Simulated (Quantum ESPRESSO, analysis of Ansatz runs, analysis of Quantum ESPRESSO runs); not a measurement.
# Charge-transition level of N on an O site in ZnO (PBE) (Quantum ESPRESSO)

How near does this set-up come to the measured charge-transition level? Subject: N on an O site in ZnO. Set-up: PBE, SSSP 1.3 efficiency PBE, 32-site cell, PBE lattice, k: the single point 1/4 1/4 1/4 then 2x2x2 shifted, started with the impurity moved along one bond, dielectric constants 3.7 and 8.5 (handbook). The model is a cell of 32 host atoms with 1 O taken out and 1 N put in. The level is the Fermi energy at which two charge states have equal formation energy, after a correction for the images of the charge. Other potentials or another program check that the number doesn't hang on one set of files.

What was measured. (0/-1) level above the valence-band top: 1.4 eV (“Acceptors in ZnO”, 2015, McCluskey et al.). The calculation is set beside it at the end.

Program: Quantum ESPRESSO 7.5. Level of theory: Quantum ESPRESSO plane-wave DFT, PBE, SSSP 1.3 efficiency PBE potentials; relaxation of all atoms of a defect supercell. Results are calculated unless marked as measured.

### Step 1. Starting point

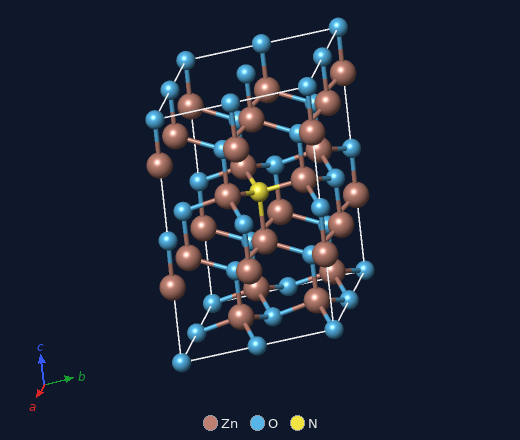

The cell as given, slightly off an axis (zinc pink, oxygen blue, nitrogen yellow). Bonds to atoms that aren't drawn are left out. Some periodic images of atoms are drawn too.

The cell holds 32 atoms: 16 Zn, 15 O and 1 N. Its edges and angles: a = 6.565 Å, b = 6.565 Å, c = 10.579 Å, α = 90.0°, β = 90.0°, γ = 120.0°. It derives from ZnO (space group P6_3mc). Nearest the centre at fractional (0.667, 0.333, 0.440): N20 at 0.13 Å, Zn30 at 1.99 Å, Zn6 at 2.00 Å, Zn22 at 2.01 Å, Zn17 at 2.01 Å, O31 at 3.24 Å, O19 at 3.24 Å, O7 at 3.24 Å.

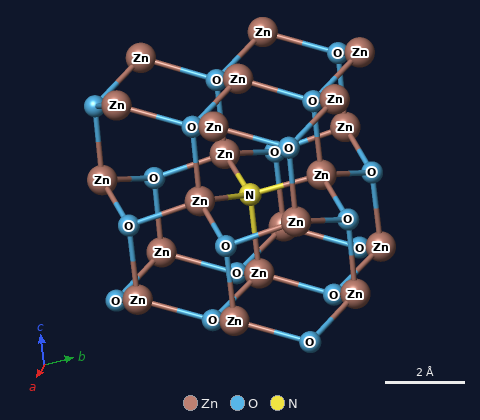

The atoms within 5 Å of the centre.

The host's primitive cell comes from a first run (Quantum ESPRESSO plane-wave DFT, PBE, SSSP 1.3 efficiency PBE potentials; relaxation of cell and atoms of a defect-free cell): vectors of 3.282, 3.282 and 5.290 Å. That is 12.34 Å³ an atom, 3.7 % over the diffraction cell's volume. The supercell is built on it.

### Step 2. Relaxation, charge 0

Every later number rests on the structure around the defect, so the atoms are relaxed at the host's lattice first.

pw.in reads:

```
&CONTROL
  calculation = 'relax'
  prefix = 'pwscf'
  outdir = './tmp'
  pseudo_dir = './pseudo'
  tprnfor = .true.
  disk_io = 'low'
  nstep = 70
  forc_conv_thr = 0.00078
  etot_conv_thr = 0.0001
/
&SYSTEM
  ibrav = 0
  nat = 32
  ntyp = 3
  ecutwfc = 60
  ecutrho = 480
  nbnd = 212
  occupations = 'smearing'
  smearing = 'fd'
  degauss = 0.00073499
  nspin = 2
  starting_magnetization(1) = 0.025
  starting_magnetization(2) = 0.0833
  starting_magnetization(3) = 0.1
  tot_magnetization = 1
  nosym = .true.
/
&ELECTRONS
  conv_thr = 3d-08
  electron_maxstep = 100
  mixing_beta = 0.3
/
&IONS
  ion_dynamics = 'bfgs'
/
ATOMIC_SPECIES
Zn    65.3800 Zn_pbe_v1.uspp.F.UPF
O     15.9990 O.pbe-n-kjpaw_psl.0.1.UPF
N     14.0070 N.pbe-n-radius_5.UPF
CELL_PARAMETERS angstrom
   6.5647396443    0.0000000000    0.0000000000
  -3.2823698221    5.6852313552    0.0000000000
   0.0000000000    0.0000000000   10.5792497629
ATOMIC_POSITIONS crystal
Zn     0.1656526143    0.3325342448    0.2480130661
Zn     0.3330643362    0.1665186346   -0.0020707201
O      0.3315930193    0.1634801023    0.1904865093
O      0.1641446641    0.3306656325    0.4406782750
Zn     0.1701048934    0.3351329368    0.7502111190
Zn     0.3321853833    0.1675195092    0.4982619663
O      0.3368052203    0.1679174032    0.6896438028
O      0.1656074689    0.3302257946    0.9405220211
Zn     0.1644529583    0.8299090607    0.2495128740
Zn     0.3315051650    0.6648951380   -0.0017107929
O      0.3363474266    0.6683951856    0.1887256556
O      0.1680765452    0.8344852472    0.4414004544
Zn     0.1638552467    0.8323739437    0.7509163179
Zn     0.3313381275    0.6632555350    0.4993884000
O      0.3302994966    0.6666083918    0.6893799790
O      0.1644570253    0.8342453409    0.9389176844
Zn     0.6699799163    0.3342708572    0.2493619090
Zn     0.8326189276    0.1681564307    0.0012678449
O      0.8304425779    0.1651553333    0.1907673485
N      0.6660980381    0.3317775454    0.4521788929
Zn     0.6637091748    0.3334403063    0.7500966032
Zn     0.8365976560    0.1673222824    0.4994544376
O      0.8338278577    0.1697317333    0.6903585913
O      0.6659071886    0.3312340981    0.9381844944
Zn     0.6639223863    0.8328347887    0.2487629421
Zn     0.8344800552    0.6657216786    0.0013329392
O      0.8322657202    0.6635896339    0.1888223032
O      0.6641140265    0.8302811569    0.4403820514
Zn     0.6637410860    0.8335618487    0.7498411235
Zn     0.8327469343    0.6666565694    0.4979584724
O      0.8321417823    0.6659083291    0.6879148972
O      0.6633552531    0.8316530298    0.9390528247
K_POINTS crystal
1
0.25 0.25 0.25 1.0
```

Launch:

```bash
$ OMP_NUM_THREADS=1 mpirun -n 4 pw.x -in pw.in > pw.out
```

Output:

```text
This program is part of the open-source Quantum ESPRESSO suite
     for quantum simulation of materials; please cite
         "P. Giannozzi et al., J. Phys.:Condens. Matter 21 395502 (2009);
         "P. Giannozzi et al., J. Phys.:Condens. Matter 29 465901 (2017);
         "P. Giannozzi et al., J. Chem. Phys. 152 154105 (2020);
          URL
     in publications or presentations arising from this work. More details at

     file O.pbe-n-kjpaw_psl.0.1.UPF: wavefunction(s)  2P renormalized

     Subspace diagonalization in iterative solution of the eigenvalue problem:
     one sub-group per band group will be used
     scalapack distributed-memory algorithm (size of sub-group:  2*  2 procs)

     --------------------
     sticks:   dense  smooth     PW     G-vecs:    dense   smooth      PW
     Min        1272     634    168               118258    41784    5776
     Max        1273     636    169               118265    41789    5785
     Sum        5089    2539    673               473047   167145   23115

     Using Slab Decomposition

     bravais-lattice index     =            0
     lattice parameter (alat)  =      12.4056  a.u.
     unit-cell volume          =    2664.5086 (a.u.)^3
     number of atoms/cell      =           32
     number of atomic types    =            3
     number of electrons       =       415.00 (up: 208.00, down: 207.00)
     number of Kohn-Sham states=          212
     kinetic-energy cutoff     =      60.0000  Ry
     charge density cutoff     =     480.0000  Ry
     scf convergence threshold =      3.0E-08
     mixing beta               =       0.3000
     number of iterations used =            8  plain     mixing
     energy convergence thresh.=      1.0E-04
     force convergence thresh. =      7.8E-04
     Exchange-correlation= PBE
                           (   1   4   3   4   0   0   0)
     nstep                     =           70

     celldm(1)=  12.405560  celldm(2)=   0.000000  celldm(3)=   0.000000
     celldm(4)=   0.000000  celldm(5)=   0.000000  celldm(6)=   0.000000

     crystal axes: (cart. coord. in units of alat)
               a(1) = (   1.000000   0.000000   0.000000 )
               a(2) = (  -0.500000   0.866025   0.000000 )
               a(3) = (   0.000000   0.000000   1.611526 )

     reciprocal axes: (cart. coord. in units 2 pi/alat)
               b(1) = (  1.000000  0.577350 -0.000000 )
               b(2) = (  0.000000  1.154701  0.000000 )
               b(3) = (  0.000000 -0.000000  0.620530 )

     PseudoPot. # 1 for Zn read from file:
     Zn_pbe_v1.uspp.F.UPF
     Pseudo is Ultrasoft, Zval = 20.0
     Generated by new atomic code, or converted to UPF format
     Using radial grid of  943 points,  6 beta functions with:
                l(1) =   0
                l(2) =   0
                l(3) =   1
                l(4) =   1
                l(5) =   2
                l(6) =   2
     Q(r) pseudized with  8 coefficients,  rinner =    1.100   1.100   1.100
                                                       1.100   1.100

     PseudoPot. # 2 for O  read from file:
     O.pbe-n-kjpaw_psl.0.1.UPF
     Pseudo is Projector augmented-wave + core cor, Zval =  6.0
     Generated using "atomic" code by A. Dal Corso  v.5.0.99 svn rev. 10869
     Shape of augmentation charge: BESSEL
     Using radial grid of 1095 points,  4 beta functions with:
                l(1) =   0
                l(2) =   0
                l(3) =   1
                l(4) =   1
     Q(r) pseudized with 0 coefficients

     PseudoPot. # 3 for N  read from file:
     N.pbe-n-radius_5.UPF
     Pseudo is Ultrasoft + core correction, Zval =  5.0
     Generated using "atomic" code by A. Dal Corso  v.5.1
     Using radial grid of 1085 points,  4 beta functions with:
                l(1) =   0
                l(2) =   0
                l(3) =   1
                l(4) =   1
     Q(r) pseudized with 0 coefficients

     atomic species   valence    mass     pseudopotential
     Zn               20.00    65.38000     Zn( 1.00)
     O                 6.00    15.99900     O ( 1.00)
     N                 5.00    14.00700     N ( 1.00)

     Starting magnetic structure
     atomic species   magnetization
     Zn              0.025
     O               0.083
     N               0.100

     No symmetry found

   Cartesian axes

     site n.     atom                  positions (alat units)
         1        Zn     tau(   1) = (  -0.0006145   0.2879831   0.3996795  )
         2        Zn     tau(   2) = (   0.2498050   0.1442094  -0.0033370  )
         3        O      tau(   3) = (   0.2498530   0.1415779   0.3069740  )
         4        O      tau(   4) = (  -0.0011882   0.2863648   0.7101646  )
         5        Zn     tau(   5) = (   0.0025384   0.2902336   1.2089849  )
         6        Zn     tau(   6) = (   0.2484256   0.1450762   0.8029622  )
         7        O      tau(   7) = (   0.2528465   0.1454207   1.1113790  )
         8        O      tau(   8) = (   0.0004946   0.2859839   1.5156759  )
         9        Zn     tau(   9) = (  -0.2505016   0.7187223   0.4020965  )
        10        Zn     tau(  10) = (  -0.0009424   0.5758161  -0.0027570  )
        11        O      tau(  11) = (   0.0021498   0.5788472   0.3041363  )
        12        O      tau(  12) = (  -0.2491661   0.7226854   0.7113284  )
        13        Zn     tau(  13) = (  -0.2523317   0.7208570   1.2101213  )
        14        Zn     tau(  14) = (  -0.0002896   0.5743961   0.8047775  )
        15        O      tau(  15) = (  -0.0030047   0.5772998   1.1109539  )
        16        O      tau(  16) = (  -0.2526656   0.7224777   1.5130904  )
        17        Zn     tau(  17) = (   0.5028445   0.2894871   0.4018532  )
        18        Zn     tau(  18) = (   0.7485407   0.1456277   0.0020432  )
        19        O      tau(  19) = (   0.7478649   0.1430287   0.3074266  )
        20        N      tau(  20) = (   0.5002093   0.2873278   0.7286981  )
        21        Zn     tau(  21) = (   0.4969890   0.2887678   1.2088003  )
        22        Zn     tau(  22) = (   0.7529365   0.1449053   0.8048839  )
        23        O      tau(  23) = (   0.7489620   0.1469920   1.1125309  )
        24        O      tau(  24) = (   0.5002901   0.2868571   1.5119089  )
        25        Zn     tau(  25) = (   0.2475050   0.7212561   0.4008880  )
        26        Zn     tau(  26) = (   0.5016192   0.5765319   0.0021481  )
        27        O      tau(  27) = (   0.5004709   0.5746855   0.3042921  )
        28        O      tau(  28) = (   0.2489734   0.7190446   0.7096872  )
[...]
O                0.1636736719        0.8360588627        0.4420945754
Zn               0.1625048231        0.8357175323        0.7505983645
Zn               0.3311401781        0.6686584884        0.4979821302
O                0.3292498316        0.6690815578        0.6892627993
O                0.1664988362        0.8316336488        0.9415411990
[...]
NEW-OLD atomic charge density approx. for the potential

     Check: negative core charge=   -0.000001
     Generating pointlists ...

     Self-consistent Calculation

     iteration #  1     ecut=    60.00 Ry     beta= 0.30
     Davidson diagonalization with overlap
     ethr =  1.00E-06,  avg # of iterations =  4.0

     Threshold (ethr) on eigenvalues was too large:
     Diagonalizing with lowered threshold

     Davidson diagonalization with overlap
     ethr =  2.03E-09,  avg # of iterations =  3.0

     total energy              =   -8031.04534807 Ry
     estimated scf accuracy    <       0.00000994 Ry

     total magnetization       =     1.00 Bohr mag/cell
     absolute magnetization    =     1.12 Bohr mag/cell

     iteration #  2     ecut=    60.00 Ry     beta= 0.30
     Davidson diagonalization with overlap
     ethr =  2.39E-09,  avg # of iterations =  2.0

     total energy              =   -8031.04534796 Ry
     estimated scf accuracy    <       0.00000315 Ry

     total magnetization       =     1.00 Bohr mag/cell
     absolute magnetization    =     1.12 Bohr mag/cell

     iteration #  3     ecut=    60.00 Ry     beta= 0.30
     Davidson diagonalization with overlap
     ethr =  7.59E-10,  avg # of iterations =  2.0

     total energy              =   -8031.04534817 Ry
     estimated scf accuracy    <       0.00000068 Ry

     total magnetization       =     1.00 Bohr mag/cell
     absolute magnetization    =     1.12 Bohr mag/cell

     iteration #  4     ecut=    60.00 Ry     beta= 0.30
     Davidson diagonalization with overlap
     ethr =  1.65E-10,  avg # of iterations =  2.0

     total energy              =   -8031.04534825 Ry
     estimated scf accuracy    <       0.00000012 Ry

     total magnetization       =     1.00 Bohr mag/cell
     absolute magnetization    =     1.12 Bohr mag/cell

     iteration #  5     ecut=    60.00 Ry     beta= 0.30
     Davidson diagonalization with overlap
     ethr =  2.85E-11,  avg # of iterations =  2.0

     total energy              =   -8031.04534827 Ry
     estimated scf accuracy    <       0.00000003 Ry

     total magnetization       =     1.00 Bohr mag/cell
     absolute magnetization    =     1.12 Bohr mag/cell

     iteration #  6     ecut=    60.00 Ry     beta= 0.30
     Davidson diagonalization with overlap
     ethr =  8.03E-12,  avg # of iterations =  2.0

     total energy              =   -8031.04534828 Ry
     estimated scf accuracy    <          5.5E-09 Ry

     total magnetization       =     1.00 Bohr mag/cell
     absolute magnetization    =     1.12 Bohr mag/cell

     iteration #  7     ecut=    60.00 Ry     beta= 0.30
     Davidson diagonalization with overlap
     ethr =  1.32E-12,  avg # of iterations =  2.5

     total energy              =   -8031.04534828 Ry
     estimated scf accuracy    <          7.7E-10 Ry

     total magnetization       =     1.00 Bohr mag/cell
     absolute magnetization    =     1.12 Bohr mag/cell

     iteration #  8     ecut=    60.00 Ry     beta= 0.30
     Davidson diagonalization with overlap
     ethr =  1.86E-13,  avg # of iterations =  3.5

     Magnetic moment per site  (integrated on atomic sphere of radius R)
[...]
atom  25 (R=0.122)  charge= 17.3322  magn=  0.0032
     atom  26 (R=0.122)  charge= 17.3322  magn=  0.0046
     atom  27 (R=0.123)  charge=  5.3621  magn=  0.0451
     atom  28 (R=0.123)  charge=  5.3654  magn=  0.0520
     atom  29 (R=0.122)  charge= 17.3331  magn=  0.0044
     atom  30 (R=0.122)  charge= 17.3297  magn=  0.0312
     atom  31 (R=0.123)  charge=  5.3789  magn=  0.0065
     atom  32 (R=0.123)  charge=  5.3715  magn=  0.0108

     End of self-consistent calculation

 ------ SPIN UP ------------

          k = 0.2500 0.4330 0.1551 ( 20915 PWs)   bands (ev):

  -115.6376-115.4574-115.2222-115.2146-115.2013-115.2008-115.1993-115.1902
  -115.1858-115.1736-115.1724-115.1674-115.1630-115.1548-115.1480-115.1056
[...]
11.2510  12.1415  12.5515  12.6576

 ------ SPIN DOWN ----------

          k = 0.2500 0.4330 0.1551 ( 20915 PWs)   bands (ev):

  -115.5525-115.3890-115.1942-115.1937-115.1933-115.1851-115.1811-115.1693
  -115.1684-115.1678-115.1657-115.1612-115.1610-115.1530-115.1460-115.1044
[...]
3.8616   3.8956   3.9146   3.9205   3.9279   3.9446   3.9634   3.9682
     3.9843   3.9888   4.0199   4.0410   4.0907   4.1213   4.1333   4.1778
     4.4989   4.5455   4.5863   4.6160   4.6579   4.6834   4.8536   4.9007
     5.0886   5.1627   5.4119   5.4193   5.4401   5.4533   5.4848   5.5723
     5.9236   5.9499   6.0888   6.1589   6.2483   6.3019   6.3163   6.3393
     6.3912   6.4634   6.5061   6.5981   6.6650   6.6862   6.7940   6.8431
     6.9121   7.0290   7.0746   7.0936   7.1781   7.2260   7.3116   7.3685
     7.3996   7.4404   7.4880   7.6444   7.6792   7.8365   8.1522   8.4519
    11.2771  12.1780  12.5879  12.6826

     the spin up/dw Fermi energies are     8.7664    8.3021 ev

!    total energy              =   -8031.04534828 Ry
     estimated scf accuracy    <          1.2E-10 Ry
     smearing contrib. (-TS)   =      -0.00000001 Ry
     internal energy E=F+TS    =   -8031.04534827 Ry

     The total energy is F=E-TS. E is the sum of the following terms:
     one-electron contribution =   -6519.85933942 Ry
     hartree contribution      =    3426.23587266 Ry
     xc contribution           =    -793.26799623 Ry
     ewald contribution        =   -4001.38697525 Ry
     one-center paw contrib.   =    -142.76691003 Ry

     total magnetization       =     1.00 Bohr mag/cell
     absolute magnetization    =     1.12 Bohr mag/cell

     convergence has been achieved in   8 iterations

     Forces acting on atoms (cartesian axes, Ry/au):

[...]
atom   25 type  1   force =     0.00017787   -0.00020846   -0.00024489
     atom   26 type  1   force =     0.00008569    0.00033344    0.00006496
     atom   27 type  2   force =     0.00041708    0.00020510    0.00010223
     atom   28 type  2   force =    -0.00007908   -0.00003591    0.00042566
     atom   29 type  1   force =    -0.00044385   -0.00010186    0.00048479
     atom   30 type  1   force =     0.00017000    0.00033139    0.00020089
     atom   31 type  2   force =    -0.00030162   -0.00013112   -0.00034359
     atom   32 type  2   force =    -0.00011792   -0.00022307   -0.00025348

     Total force =     0.002419     Total SCF correction =     0.000084
     Energy error            =      1.3E-05 Ry
     Gradient error          =      7.2E-04 Ry/Bohr

     bfgs converged in  23 scf cycles and  22 bfgs steps
     (criteria: energy <  1.0E-04 Ry, force <  7.8E-04 Ry/Bohr)

     End of BFGS Geometry Optimization

     Final energy             =   -8031.0453482811 Ry

     File ./tmp/pwscf.bfgs deleted, as requested
Begin final coordinates

ATOMIC_POSITIONS (crystal)
[...]
Zn               0.6656494311        0.8299235882        0.2495487627
Zn               0.8332533511        0.6627239648       -0.0003505530
O                0.8306466388        0.6599020239        0.1904434975
O                0.6664750345        0.8325655023        0.4401567649
Zn               0.6611903645        0.8363471758        0.7487450212
Zn               0.8290949029        0.6561061426        0.5009886215
O                0.8307322480        0.6717403323        0.6926897454
O                0.6663347965        0.8309279418        0.9394816112
End final coordinates

=------------------------------------------------------------------------------=
   JOB DONE.
=------------------------------------------------------------------------------=
```

Run time: 56 min. Hardware: 4 MPI ranks of Arm Neoverse V1, shared host; peak memory 2.4 GiB; 3.8 h of CPU time.

[end of part 1 of 4]

[Logs are printed without paths, hosts, clocks, repeated set-up lines and the standing remarks that a program may print on its own settings, such as how far it seeks lower states.]

[Hosts, paths, dates, database ids (printed as entryN), source tags and the programs' standing remarks are cut or masked in the printed files.]

[For some hosts the program warned that the k-mesh of the response run may be too coarse for force constants and the static dielectric constant; such warnings are not shown here.]
